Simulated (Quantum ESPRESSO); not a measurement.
**Run report: La₂O₃, band-structure run (part 1 of 2)**

- system: La₂O₃ (5 atoms in the cell)
- method: Kohn-Sham DFT of a periodic cell, LDA, GBRV 1.5 LDA, no spin polarisation (Quantum ESPRESSO 7.5)

The structure derives from a Materials Project entry.

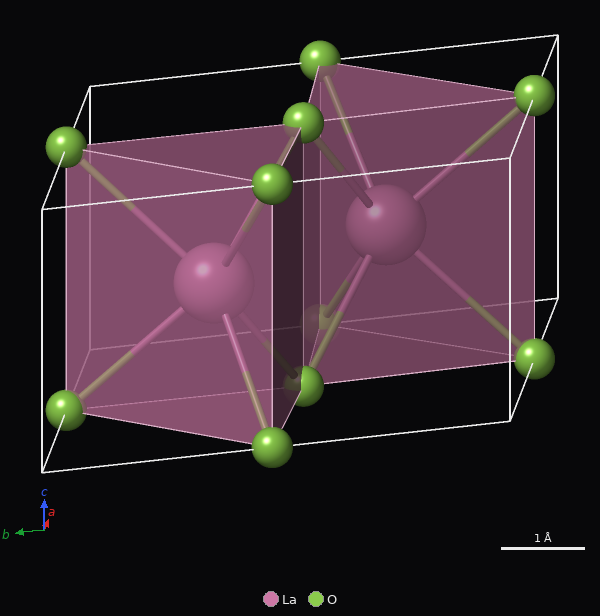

Fig. 1: The input geometry (polyhedral view of the cell of the calculation, seen at an oblique angle; polyhedra are completed across the faces of the cell).

## The input
```
&CONTROL
  calculation = 'scf'
  prefix = 'pwscf'
  outdir = './tmp'
  pseudo_dir = './pseudo'
  tprnfor = .true.
  tstress = .true.
  disk_io = 'low'
/
&SYSTEM
  ibrav = 0
  celldm(1) = 8
  nat = 5
  ntyp = 2
  ecutwfc = 45
  ecutrho = 360
  nbnd = 28
  occupations = 'smearing'
  smearing = 'fd'
  degauss = 0.00367493
/
&ELECTRONS
  conv_thr = 1d-09
  electron_maxstep = 120
  mixing_beta = 0.5
/
ATOMIC_SPECIES
La   138.9055 la_lda_v1.uspp.F.UPF
O     15.9990 o_lda_v1.2.uspp.F.UPF
CELL_PARAMETERS alat
  1.4803123008893   0.0000000000000   0.0000000000000
 -0.7401561504446   1.2819880581070   0.0000000000000
  0.0000000000000   0.0000000000000   0.7794567519190
ATOMIC_POSITIONS crystal
La     0.6666666667    0.3333333333    0.5000000000
La     0.3333333333    0.6666666667    0.5000000000
O      0.5080139900    0.0000000000    0.0000000000
O      0.0000000000    0.5080139900    0.0000000000
O      0.4919860100    0.4919860100    0.0000000000
K_POINTS automatic
5 5 8 0 0 0
```

## File bands.in
```
&CONTROL
  calculation = 'bands'
  prefix = 'pwscf'
  outdir = './tmp'
  pseudo_dir = './pseudo'
  disk_io = 'low'
  verbosity = 'high'
/
&SYSTEM
  ibrav = 0
  celldm(1) = 8
  nat = 5
  ntyp = 2
  ecutwfc = 45
  ecutrho = 360
  nbnd = 28
  occupations = 'smearing'
  smearing = 'fd'
  degauss = 0.00367493
/
&ELECTRONS
  conv_thr = 1d-08
  electron_maxstep = 120
  mixing_beta = 0.5
  diago_full_acc = .true.
  startingwfc = 'random'
/
ATOMIC_SPECIES
La   138.9055 la_lda_v1.uspp.F.UPF
O     15.9990 o_lda_v1.2.uspp.F.UPF
CELL_PARAMETERS alat
  1.4803123008893   0.0000000000000   0.0000000000000
 -0.7401561504446   1.2819880581070   0.0000000000000
  0.0000000000000   0.0000000000000   0.7794567519190
ATOMIC_POSITIONS crystal
La     0.6666666667    0.3333333333    0.5000000000
La     0.3333333333    0.6666666667    0.5000000000
O      0.5080139900    0.0000000000    0.0000000000
O      0.0000000000    0.5080139900    0.0000000000
O      0.4919860100    0.4919860100    0.0000000000
K_POINTS crystal
60
 0.0000000000  0.0000000000  0.0000000000 1
 0.1000000000  0.0000000000  0.0000000000 1
 0.2000000000  0.0000000000  0.0000000000 1
 0.3000000000  0.0000000000  0.0000000000 1
 0.4000000000  0.0000000000  0.0000000000 1
 0.5000000000  0.0000000000  0.0000000000 1
 0.4166666667  0.1666666667  0.0000000000 1
 0.3333333333  0.3333333333  0.0000000000 1
 0.2777777778  0.2777777778  0.0000000000 1
 0.2222222222  0.2222222222  0.0000000000 1
 0.1666666667  0.1666666667  0.0000000000 1
 0.1111111111  0.1111111111  0.0000000000 1
 0.0555555556  0.0555555556  0.0000000000 1
 0.0000000000  0.0000000000  0.0000000000 1
 0.0000000000  0.0000000000  0.0555555556 1
 0.0000000000  0.0000000000  0.1111111111 1
 0.0000000000  0.0000000000  0.1666666667 1
 0.0000000000  0.0000000000  0.2222222222 1
 0.0000000000  0.0000000000  0.2777777778 1
 0.0000000000  0.0000000000  0.3333333333 1
 0.0000000000  0.0000000000  0.3888888889 1
 0.0000000000  0.0000000000  0.4444444444 1
 0.0000000000  0.0000000000  0.5000000000 1
 0.1000000000  0.0000000000  0.5000000000 1
 0.2000000000  0.0000000000  0.5000000000 1
 0.3000000000  0.0000000000  0.5000000000 1
 0.4000000000  0.0000000000  0.5000000000 1
 0.5000000000  0.0000000000  0.5000000000 1
 0.4444444444  0.1111111111  0.5000000000 1
 0.3888888889  0.2222222222  0.5000000000 1
 0.3333333333  0.3333333333  0.5000000000 1
 0.2857142857  0.2857142857  0.5000000000 1
 0.2380952381  0.2380952381  0.5000000000 1
 0.1904761905  0.1904761905  0.5000000000 1
 0.1428571429  0.1428571429  0.5000000000 1
 0.0952380952  0.0952380952  0.5000000000 1
 0.0476190476  0.0476190476  0.5000000000 1
 0.0000000000  0.0000000000  0.5000000000 1
 0.5000000000  0.0000000000  0.5000000000 1
 0.5000000000  0.0000000000  0.4500000000 1
 0.5000000000  0.0000000000  0.4000000000 1
 0.5000000000  0.0000000000  0.3500000000 1
 0.5000000000  0.0000000000  0.3000000000 1
 0.5000000000  0.0000000000  0.2500000000 1
 0.5000000000  0.0000000000  0.2000000000 1
 0.5000000000  0.0000000000  0.1500000000 1
 0.5000000000  0.0000000000  0.1000000000 1
 0.5000000000  0.0000000000  0.0500000000 1
 0.5000000000  0.0000000000  0.0000000000 1
 0.3333333333  0.3333333333  0.0000000000 1
 0.3333333333  0.3333333333  0.0500000000 1
 0.3333333333  0.3333333333  0.1000000000 1
 0.3333333333  0.3333333333  0.1500000000 1
 0.3333333333  0.3333333333  0.2000000000 1
 0.3333333333  0.3333333333  0.2500000000 1
 0.3333333333  0.3333333333  0.3000000000 1
 0.3333333333  0.3333333333  0.3500000000 1
 0.3333333333  0.3333333333  0.4000000000 1
 0.3333333333  0.3333333333  0.4500000000 1
 0.3333333333  0.3333333333  0.5000000000 1
```

Launch command:
```bash
OMP_NUM_THREADS=1 mpirun -n 2 pw.x -nk 2 -in pw.in > pw.out
OMP_NUM_THREADS=1 mpirun -n 2 pw.x -nk 2 -in bands.in > bands.out
```

## Log
```
This program is part of the open-source Quantum ESPRESSO suite
     for quantum simulation of materials; please cite
         "P. Giannozzi et al., J. Phys.:Condens. Matter 21 395502 (2009);
         "P. Giannozzi et al., J. Phys.:Condens. Matter 29 465901 (2017);
         "P. Giannozzi et al., J. Chem. Phys. 152 154105 (2020);
          URL
     in publications or presentations arising from this work. More details at

     Message from routine setup:
     using ibrav=0 with symmetry is DISCOURAGED, use correct ibrav instead

     K-points division:     npool     =       2
     Subspace diagonalization in iterative solution of the eigenvalue problem:
     a serial algorithm will be used

     G-vector sticks info
     --------------------
     sticks:   dense  smooth     PW     G-vecs:    dense   smooth      PW
     Sum        3463    1735    511                87319    30909    5001

     Using Slab Decomposition

     bravais-lattice index     =            0
     lattice parameter (alat)  =       8.0000  a.u.
     unit-cell volume          =     757.3547 (a.u.)^3
     number of atoms/cell      =            5
     number of atomic types    =            2
     number of electrons       =        40.00
     number of Kohn-Sham states=           28
     kinetic-energy cutoff     =      45.0000  Ry
     charge density cutoff     =     360.0000  Ry
     scf convergence threshold =      1.0E-09
     mixing beta               =       0.5000
     number of iterations used =            8  plain     mixing
     Exchange-correlation= SLA  PZ   NOGX NOGC
                           (   1   1   0   0   0   0   0)

     celldm(1)=   8.000000  celldm(2)=   0.000000  celldm(3)=   0.000000
     celldm(4)=   0.000000  celldm(5)=   0.000000  celldm(6)=   0.000000

     crystal axes: (cart. coord. in units of alat)
               a(1) = (   1.480312   0.000000   0.000000 )
               a(2) = (  -0.740156   1.281988   0.000000 )
               a(3) = (   0.000000   0.000000   0.779457 )

     reciprocal axes: (cart. coord. in units 2 pi/alat)
               b(1) = (  0.675533  0.390019 -0.000000 )
               b(2) = (  0.000000  0.780038  0.000000 )
               b(3) = (  0.000000 -0.000000  1.282945 )

     PseudoPot. # 1 for La read from file:
     la_lda_v1.uspp.F.UPF
     Pseudo is Ultrasoft + core correction, Zval = 11.0
     Generated by new atomic code, or converted to UPF format
     Using radial grid of  995 points,  8 beta functions with:
                l(1) =   0
                l(2) =   0
                l(3) =   1
                l(4) =   1
                l(5) =   2
                l(6) =   2
                l(7) =   3
                l(8) =   3
     Q(r) pseudized with  8 coefficients,  rinner =    1.700   1.700   1.700
                                                       1.700   1.700   1.700
                                                       1.700

     PseudoPot. # 2 for O  read from file:
     o_lda_v1.2.uspp.F.UPF
     Pseudo is Ultrasoft + core correction, Zval =  6.0
     Generated by new atomic code, or converted to UPF format
     Using radial grid of  737 points,  5 beta functions with:
                l(1) =   0
                l(2) =   0
                l(3) =   1
                l(4) =   1
                l(5) =   2
     Q(r) pseudized with  8 coefficients,  rinner =    0.900   0.900   0.900
                                                       0.900   0.900

     atomic species   valence    mass     pseudopotential
     La               11.00   138.90550     La( 1.00)
     O                 6.00    15.99900     O ( 1.00)

     12 Sym. Ops. (no inversion) found

   Cartesian axes

     site n.     atom                  positions (alat units)
         1        La     tau(   1) = (   0.7401562   0.4273294   0.3897284  )
         2        La     tau(   2) = (  -0.0000000   0.8546587   0.3897284  )
         3        O      tau(   3) = (   0.7520194   0.0000000   0.0000000  )
         4        O      tau(   4) = (  -0.3760097   0.6512679   0.0000000  )
         5        O      tau(   5) = (   0.3641465   0.6307202   0.0000000  )

     number of k points=    25  Fermi-Dirac smearing, width (Ry)=  0.0037
                       cart. coord. in units 2pi/alat
        k(    1) = (   0.0000000   0.0000000   0.0000000), wk =   0.0100000
        k(    2) = (   0.0000000   0.0000000   0.1603681), wk =   0.0200000
        k(    3) = (   0.0000000   0.0000000   0.3207362), wk =   0.0200000
        k(    4) = (   0.0000000   0.0000000   0.4811043), wk =   0.0200000
        k(    5) = (   0.0000000   0.0000000  -0.6414724), wk =   0.0100000
        k(    6) = (   0.0000000   0.1560077   0.0000000), wk =   0.0600000
        k(    7) = (   0.0000000   0.1560077   0.1603681), wk =   0.1200000
        k(    8) = (   0.0000000   0.1560077   0.3207362), wk =   0.1200000
        k(    9) = (   0.0000000   0.1560077   0.4811043), wk =   0.1200000
        k(   10) = (   0.0000000   0.1560077  -0.6414724), wk =   0.0600000
        k(   11) = (   0.0000000   0.3120154   0.0000000), wk =   0.0600000
        k(   12) = (   0.0000000   0.3120154   0.1603681), wk =   0.1200000
        k(   13) = (   0.0000000   0.3120154   0.3207362), wk =   0.1200000
        k(   14) = (   0.0000000   0.3120154   0.4811043), wk =   0.1200000
        k(   15) = (   0.0000000   0.3120154  -0.6414724), wk =   0.0600000
        k(   16) = (   0.1351066   0.2340115   0.0000000), wk =   0.0600000
        k(   17) = (   0.1351066   0.2340115   0.1603681), wk =   0.1200000
        k(   18) = (   0.1351066   0.2340115   0.3207362), wk =   0.1200000
        k(   19) = (   0.1351066   0.2340115   0.4811043), wk =   0.1200000
        k(   20) = (   0.1351066   0.2340115  -0.6414724), wk =   0.0600000
        k(   21) = (   0.1351066   0.3900192   0.0000000), wk =   0.0600000
        k(   22) = (   0.1351066   0.3900192   0.1603681), wk =   0.1200000
        k(   23) = (   0.1351066   0.3900192   0.3207362), wk =   0.1200000
        k(   24) = (   0.1351066   0.3900192   0.4811043), wk =   0.1200000
        k(   25) = (   0.1351066   0.3900192  -0.6414724), wk =   0.0600000

     Dense  grid:    87319 G-vectors     FFT dimensions: (  72,  72,  40)

     Smooth grid:    30909 G-vectors     FFT dimensions: (  54,  54,  27)

     Check: negative core charge=   -0.000002

     Initial potential from superposition of free atoms

     starting charge      39.9427, renormalised to      40.0000

     negative rho (up, down):  1.657E-01 0.000E+00
     Starting wfcs are   52 randomized atomic wfcs

     Self-consistent Calculation

     iteration #  1     ecut=    45.00 Ry     beta= 0.50
     Davidson diagonalization with overlap
     ethr =  1.00E-02,  avg # of iterations =  1.6

     negative rho (up, down):  1.637E-01 0.000E+00

     total energy              =    -301.20130410 Ry
     estimated scf accuracy    <       2.11689198 Ry

     iteration #  2     ecut=    45.00 Ry     beta= 0.50
     Davidson diagonalization with overlap
     ethr =  5.29E-03,  avg # of iterations =  4.0

     negative rho (up, down):  1.236E-01 0.000E+00

     total energy              =    -301.49792196 Ry
     estimated scf accuracy    <       2.69455363 Ry

     iteration #  3     ecut=    45.00 Ry     beta= 0.50
     Davidson diagonalization with overlap
     ethr =  5.29E-03,  avg # of iterations =  3.9

     negative rho (up, down):  1.169E-01 0.000E+00

     total energy              =    -301.98762106 Ry
     estimated scf accuracy    <       0.03451339 Ry

     iteration #  4     ecut=    45.00 Ry     beta= 0.50
     Davidson diagonalization with overlap
     ethr =  8.63E-05,  avg # of iterations = 10.8

     negative rho (up, down):  1.182E-01 0.000E+00

     total energy              =    -302.00586855 Ry
     estimated scf accuracy    <       0.07954794 Ry

     iteration #  5     ecut=    45.00 Ry     beta= 0.50
     Davidson diagonalization with overlap
     ethr =  8.63E-05,  avg # of iterations =  3.8

     negative rho (up, down):  1.242E-01 0.000E+00

     total energy              =    -302.02308089 Ry
     estimated scf accuracy    <       0.00257527 Ry

     iteration #  6     ecut=    45.00 Ry     beta= 0.50
     Davidson diagonalization with overlap
     c_bands:  1 eigenvalues not converged
     ethr =  6.44E-06,  avg # of iterations = 12.4

     negative rho (up, down):  1.233E-01 0.000E+00

     total energy              =    -302.02184469 Ry
     estimated scf accuracy    <       0.00443412 Ry

     iteration #  7     ecut=    45.00 Ry     beta= 0.50
     Davidson diagonalization with overlap
     ethr =  6.44E-06,  avg # of iterations =  4.8

     negative rho (up, down):  1.230E-01 0.000E+00

     total energy              =    -302.02279256 Ry
     estimated scf accuracy    <       0.00007460 Ry

     iteration #  8     ecut=    45.00 Ry     beta= 0.50
     Davidson diagonalization with overlap
     c_bands:  1 eigenvalues not converged
     c_bands:  1 eigenvalues not converged
     ethr =  1.87E-07,  avg # of iterations =  7.3

     negative rho (up, down):  1.235E-01 0.000E+00

     total energy              =    -302.02276587 Ry
     estimated scf accuracy    <       0.00019571 Ry

     iteration #  9     ecut=    45.00 Ry     beta= 0.50
     Davidson diagonalization with overlap
     c_bands:  1 eigenvalues not converged
     c_bands:  1 eigenvalues not converged
     ethr =  1.87E-07,  avg # of iterations =  5.1

     negative rho (up, down):  1.235E-01 0.000E+00

     total energy              =    -302.02278680 Ry
     estimated scf accuracy    <       0.00000834 Ry
```
